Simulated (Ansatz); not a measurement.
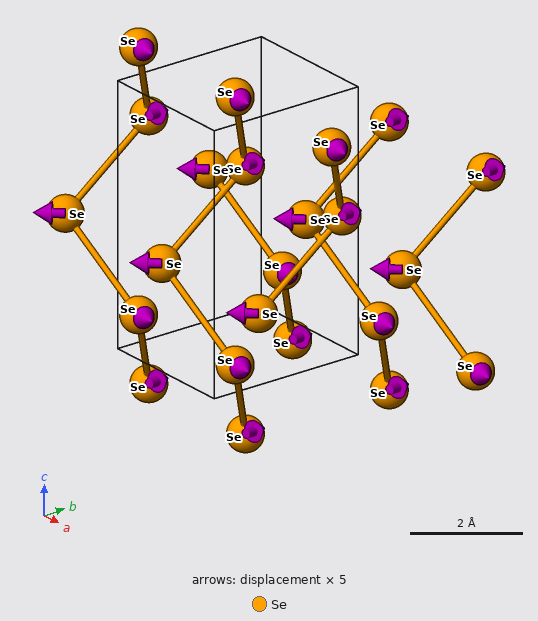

A relaxation of crystalline Se (set up in P3_221) (coarse preliminary run). The starting structure is drawn; purple arrows show the displacements (the part carried along by the change of the cell is left out), magnified 5 times.

A ball-and-stick model of the cell of the calculation, repeated 2 × 1 × 1 with one cell outlined, seen slightly off an axis.

The calculation used DFT PBE+D3(BJ), scalar-relativistic, plane waves, PAW in Ansatz.

Input
```yaml
crystal:
  lattice:
    - [4.35517, 0.0, 0.0]
    - [-2.177585, 3.7716878578, 0.0]
    - [0.0, 0.0, 4.94945]
  atoms:
    - { symbol: Se, position: [0.217, 0.0, 0.1666666667] }
    - { symbol: Se, position: [0.0, 0.217, 0.8333333333] }
    - { symbol: Se, position: [0.783, 0.783, 0.5] }
basis:
  ecutwfc: 420
kpoints:
  mp_grid: { grid: [6, 6, 4] }
hamiltonian:
  xc: pbe
  dispersion: d3bj
scf:
  occupations: { method: gaussian, width: 0.1 }
output:
  forces: true
  stress: true
  eigenvalues: true
relax:
  adjacent_minimum: "off"
  f_tol: 0.05
  max_steps: 80
  cell: { stress_tol: 0.5 }
```

Run as
```bash
ansatz run input.yaml --threads 2 --pin off --max-ram 5120MiB --backend cpu --events-out ev --progress --plain --runs-dir out
```

What happened in the run?

Answer. The largest moves relative to the cell, 0.12 Å, are those of Se1, Se2 and Se3. Se2 goes along +b. The volume changes by −9.4 %, with a = b 4.355 → 4.076 Å (−6.4 %), c 4.949 → 5.121 Å (+3.5 %). Some distances before and after: Se1–Se2 2.324 → 2.437 Å. The space group stays P3_221 (No. 154). Over 5 accepted moves (6 points after the start) the energy falls by 0.162 eV per cell of the calculation. The largest force component goes from 1.2 to 0.018 eV/Å. The pressure goes from 3.45 to 0.09 GPa. The SCF was repeated once at an unchanged geometry on a basis and grid sized afresh for the cell, which shifted the energy by 0.4 meV per cell of the calculation at most. The run took 34 s on 2 threads of Arm Neoverse N1, on a shared host, peak memory 0.34 GiB.
